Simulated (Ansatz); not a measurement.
**Single-point calculation of TiO2 (part 2 of 2)**

The same run, continued: TiO2 (P4₂/mnm, 48 atoms in the cell); DFT PBE, scalar-relativistic, plane waves, PAW, no spin polarisation (Ansatz 0.2.0); cutoff 420 eV, 2×2×2 k-mesh, Gaussian smearing of 0.01 eV. The structure derives from an entry of the Crystallography Open Database.

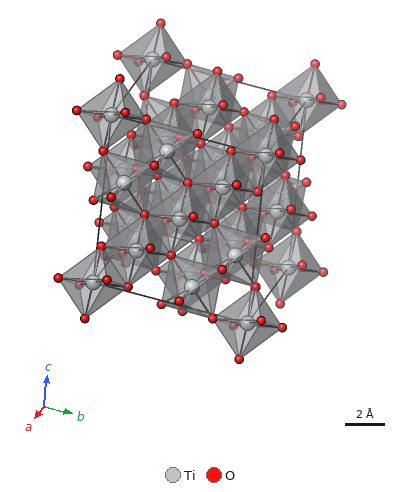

Fig. 1: The input geometry (polyhedral view of the cell of the calculation, seen slightly off an axis; polyhedra are completed across the faces of the cell).

Output, continued:
```
  k-point 0: bands = ["-48.1274", "-48.1274", "-48.1274", "-48.1274", "-48.1206", "-48.1206", "-48.1206", "-48.1206", "-48.0977", "-48.0977", "-48.0977", "-48.0977", "-48.0949", "-48.0949", "-48.0949", "-48.0949", "-24.6085", "-24.6085", "-24.6085", "-24.6085", "-24.5995", "-24.5995", "-24.5995", "-24.5995", "-24.4237", "-24.4237", "-24.4237", "-24.4237", "-24.3758", "-24.3758", "-24.3758", "-24.3758", "-24.3389", "-24.3389", "-24.3389", "-24.3389", "-24.3318", "-24.3318", "-24.3318", "-24.3318",
      "-24.3010", "-24.3010", "-24.3010", "-24.3010", "-24.2942", "-24.2942", "-24.2942", "-24.2942", "-24.2941", "-24.2941", "-24.2941", "-24.2941", "-24.2783", "-24.2783", "-24.2783", "-24.2783", "-24.2775", "-24.2775", "-24.2775", "-24.2775", "-24.2740", "-24.2740", "-24.2740", "-24.2740", "-8.8393", "-8.8393", "-8.8393", "-8.8393", "-8.2613", "-8.2613", "-8.2613", "-8.2613", "-8.2148", "-8.2148", "-8.2148", "-8.2148", "-7.9614", "-7.9614", "-7.9614", "-7.9614",
      "-7.9604", "-7.9604", "-7.9604", "-7.9604", "-7.7862", "-7.7862", "-7.7862", "-7.7862", "-7.6746", "-7.6746", "-7.6746", "-7.6746", "-7.6268", "-7.6268", "-7.6268", "-7.6268", "3.5234", "3.5234", "3.5234", "3.5234", "4.1609", "4.1609", "4.1609", "4.1609", "4.2084", "4.2084", "4.2084", "4.2084", "4.4085", "4.4085", "4.4085", "4.4085", "4.4374", "4.4374", "4.4374", "4.4374", "4.5073", "4.5073", "4.5073", "4.5073",
      "4.8396", "4.8396", "4.8396", "4.8396", "4.8410", "4.8410", "4.8410", "4.8410", "4.8718", "4.8718", "4.8718", "4.8718", "5.2613", "5.2613", "5.2613", "5.2613", "5.8456", "5.8456", "5.8456", "5.8456", "6.0620", "6.0620", "6.0620", "6.0620", "6.2401", "6.2401", "6.2401", "6.2401", "6.3473", "6.3473", "6.3473", "6.3473", "6.3718", "6.3718", "6.3718", "6.3718", "6.6267", "6.6267", "6.6267", "6.6267",
      "6.6450", "6.6450", "6.6450", "6.6450", "6.9156", "6.9156", "6.9156", "6.9156", "7.3202", "7.3202", "7.3202", "7.3202", "7.3878", "7.3878", "7.3878", "7.3878", "7.6198", "7.6198", "7.6198", "7.6198", "7.6831", "7.6831", "7.6831", "7.6831", "8.0063", "8.0063", "8.0063", "8.0063", "8.1756", "8.1756", "8.1756", "8.1756", "10.8231", "10.8231", "10.8231", "10.8231", "10.9476", "10.9476", "10.9476", "10.9476",
      "11.2588", "11.2588", "11.2588", "11.2588", "11.4592", "11.4592", "11.4592", "11.4592", "11.7379", "11.7379", "11.7379", "11.7379", "11.7416", "11.7416", "11.7416", "11.7416", "11.8274", "11.8274", "11.8274", "11.8274", "11.8675", "11.8675", "11.8675", "11.8675", "11.8969", "11.8969", "11.8969", "11.8969", "12.0916", "12.0916", "12.0916", "12.0916", "12.5844", "12.5844", "12.5844", "12.5844", "12.7080", "12.7080", "12.7080", "12.7080"]
  k-point 1: bands = ["-48.1350", "-48.1297", "-48.1297", "-48.1245", "-48.1139", "-48.1139", "-48.1101", "-48.1101", "-48.1101", "-48.1101", "-48.1065", "-48.1065", "-48.0905", "-48.0905", "-48.0905", "-48.0905", "-24.6655", "-24.6655", "-24.6651", "-24.6651", "-24.4629", "-24.4629", "-24.4554", "-24.4554", "-24.4554", "-24.4554", "-24.4475", "-24.4475", "-24.4243", "-24.4243", "-24.4181", "-24.4168", "-24.3647", "-24.3647", "-24.3647", "-24.3647", "-24.3621", "-24.3621", "-24.3577", "-24.3577",
      "-24.3038", "-24.3025", "-24.2982", "-24.2982", "-24.2953", "-24.2953", "-24.2944", "-24.2944", "-24.2870", "-24.2870", "-24.2861", "-24.2861", "-24.2854", "-24.2854", "-24.2843", "-24.2843", "-24.2823", "-24.2823", "-24.2823", "-24.2823", "-24.2375", "-24.2267", "-24.2267", "-24.2161", "-9.1117", "-8.6462", "-8.6462", "-8.6096", "-8.6096", "-8.2498", "-8.2498", "-8.2498", "-8.2498", "-8.2283", "-8.1878", "-8.1878", "-8.1748", "-8.1748", "-7.8985", "-7.8985",
      "-7.8843", "-7.8843", "-7.8387", "-7.8387", "-7.8387", "-7.8387", "-7.7718", "-7.7718", "-7.6915", "-7.6915", "-7.6678", "-7.6678", "-7.6580", "-7.6580", "-7.6576", "-7.5667", "3.4723", "3.6191", "3.6191", "3.7697", "3.9420", "3.9420", "4.1063", "4.1063", "4.1399", "4.1399", "4.2167", "4.2167", "4.2167", "4.2167", "4.3851", "4.3851", "4.3851", "4.3851", "4.3867", "4.3867", "4.4241", "4.5174", "4.5174", "4.6866",
      "4.6866", "4.7134", "4.7134", "4.8019", "4.8019", "5.0485", "5.0485", "5.0774", "5.0893", "5.3880", "5.3880", "5.4379", "5.4379", "5.4692", "5.4692", "5.5894", "5.5894", "5.5968", "5.5968", "5.6897", "5.6897", "5.6897", "5.6897", "5.7267", "5.7267", "5.9455", "6.1409", "6.1594", "6.1594", "6.1800", "6.1800", "6.5317", "6.5317", "6.5317", "6.5317", "6.5926", "6.5926", "6.7389", "6.7389", "6.7773",
      "6.7773", "6.9265", "6.9505", "6.9505", "6.9505", "6.9505", "7.0573", "7.0573", "7.1997", "7.1997", "7.3045", "7.3045", "7.3666", "7.3666", "7.3704", "7.4006", "7.4006", "7.4784", "7.4784", "7.7181", "7.7181", "7.7181", "7.7181", "7.7202", "7.7202", "7.7631", "7.9134", "7.9134", "7.9786", "8.2778", "8.2778", "8.5442", "10.9062", "10.9156", "10.9156", "10.9452", "10.9452", "11.0058", "11.0058", "11.1783",
      "11.1783", "11.2217", "11.3974", "11.3974", "11.3974", "11.3974", "11.4590", "11.4966", "11.4966", "11.5220", "11.5599", "11.6134", "11.6134", "11.6779", "11.6779", "11.6878", "11.6878", "11.6878", "11.6878", "11.7280", "11.7280", "11.9365", "11.9365", "11.9555", "11.9555", "12.0678", "12.0678", "12.1972", "12.1972", "12.1972", "12.1972", "12.3430", "12.3430", "12.4210", "12.4210", "12.5051", "12.5051", "12.6102", "12.6102", "12.9497"]
  k-point 2: bands = ["-48.1309", "-48.1240", "-48.1240", "-48.1240", "-48.1240", "-48.1240", "-48.1240", "-48.1172", "-48.0992", "-48.0963", "-48.0963", "-48.0963", "-48.0963", "-48.0962", "-48.0962", "-48.0935", "-24.6090", "-24.6090", "-24.6090", "-24.6090", "-24.6042", "-24.5987", "-24.5987", "-24.5944", "-24.4289", "-24.4289", "-24.4187", "-24.4187", "-24.3757", "-24.3757", "-24.3757", "-24.3757", "-24.3384", "-24.3384", "-24.3384", "-24.3384", "-24.3345", "-24.3345", "-24.3292", "-24.3292",
      "-24.3061", "-24.3013", "-24.3013", "-24.3013", "-24.3013", "-24.2939", "-24.2939", "-24.2939", "-24.2939", "-24.2922", "-24.2922", "-24.2806", "-24.2806", "-24.2806", "-24.2806", "-24.2806", "-24.2806", "-24.2788", "-24.2750", "-24.2750", "-24.2744", "-24.2744", "-24.2730", "-24.2730", "-9.1568", "-8.5478", "-8.5478", "-8.4986", "-8.4986", "-8.4986", "-8.4986", "-8.2609", "-8.2268", "-8.2268", "-8.2268", "-8.2268", "-8.0955", "-8.0043", "-8.0043", "-7.9206",
      "-7.9206", "-7.9153", "-7.9153", "-7.7801", "-7.7552", "-7.7552", "-7.7552", "-7.7552", "-7.7005", "-7.7005", "-7.7005", "-7.7005", "-7.6829", "-7.6829", "-7.5689", "-7.5689", "3.3457", "3.5375", "3.5375", "3.7259", "4.1373", "4.1373", "4.1373", "4.1373", "4.1584", "4.1584", "4.1584", "4.1584", "4.1711", "4.1711", "4.2039", "4.3063", "4.3063", "4.4107", "4.4509", "4.6093", "4.6093", "4.7019", "4.7019", "4.7019",
      "4.7019", "4.8304", "4.8304", "4.8304", "4.8304", "4.8819", "4.8819", "4.9280", "4.9280", "5.0019", "5.4091", "5.4091", "5.4891", "5.4891", "5.4891", "5.4891", "5.5166", "5.5301", "5.6390", "5.6390", "5.6390", "5.6390", "6.1237", "6.1237", "6.1237", "6.1237", "6.1976", "6.1976", "6.1976", "6.1976", "6.3249", "6.3249", "6.4209", "6.5077", "6.5077", "6.5454", "6.5454", "6.5682", "6.5682", "6.7448",
      "6.7448", "6.7448", "6.7448", "6.7584", "6.7584", "6.9884", "6.9884", "6.9884", "6.9884", "7.0106", "7.0106", "7.2913", "7.2913", "7.3880", "7.3880", "7.4833", "7.5193", "7.5193", "7.5690", "7.7529", "7.7529", "7.7529", "7.7529", "7.9296", "7.9296", "8.0343", "8.0343", "8.1179", "8.1179", "8.1179", "8.1179", "8.6978", "10.8896", "10.8896", "10.8896", "10.8896", "10.9368", "10.9368", "10.9800", "11.0477",
      "11.0687", "11.1780", "11.3711", "11.3711", "11.4002", "11.4002", "11.4002", "11.4002", "11.4388", "11.4388", "11.5303", "11.5303", "11.5718", "11.7785", "11.7785", "11.7785", "11.7785", "11.8127", "11.8127", "11.8384", "11.8384", "11.9838", "11.9838", "11.9838", "11.9838", "11.9875", "12.2217", "12.2217", "12.2422", "12.2574", "12.2574", "12.2574", "12.2574", "12.3824", "12.3824", "12.5110", "12.5110", "12.5110", "12.5110", "13.1171"]
```

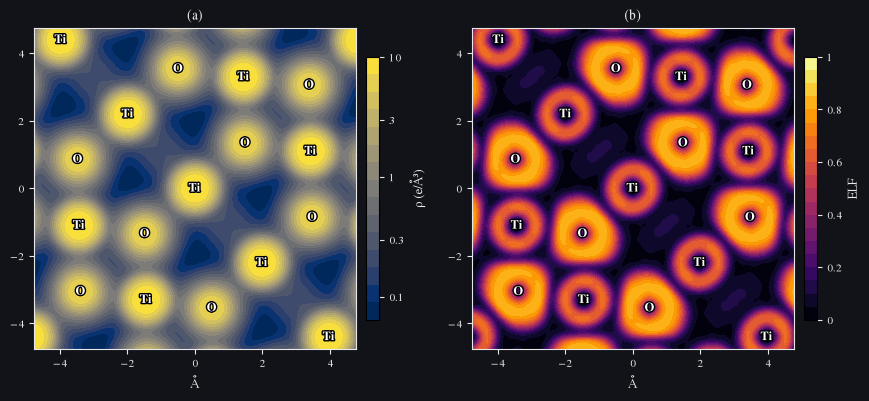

Fig. 2: (a) valence charge density (pseudo); (b) electron localisation function on the (011̄) plane of the calculation cell. The plane passes through Ti and O nuclei. Ti–O (1.96 Å): ρ is about 0.71 e/Å³ halfway; the ELF is about 0.20 at the midpoint. Ti–O (2.00 Å): the density is about 0.62 e/Å³ at the midpoint; the ELF is about 0.20 at the midpoint. Away from the nuclei the density in this plane falls to 0.06 e/Å³ at its lowest. The strong features right at Ti lie inside the PAW spheres (semicore, d or f shells) and say nothing about bonding. The fields are those of the smooth PAW valence density.

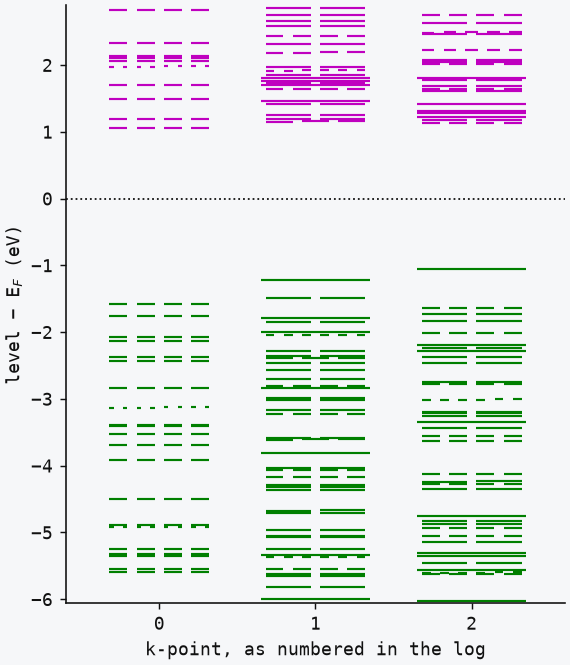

Fig. 3: Kohn–Sham levels near the Fermi level (dotted) at the few k-points that the log prints; levels within 0.02 eV of each other stand side by side. Among these points the highest filled and lowest empty levels are 2.13 eV apart, which is the gap on the mesh.

Results in brief:

| quantity | value |
| --- | --- |
| outcome | converged |
| space group (tolerance 0.01 Å) | P4₂/mnm (136) |
| electrons treated | 384 |
| free energy | −58218.4426 eV |
| Fermi energy | 9.760 eV |
| gap on the k-point mesh | 2.13 eV |
| pressure | 0.01 GPa |
| largest force (length of the vector) | under 0.001 eV/Å |
| hardware | 8 threads of Intel Xeon @ 2.70GHz, 189 GiB of memory available, shared host |
| wall time | 8.5 s (CPU time 54 s) |
| peak memory | 2 GiB |
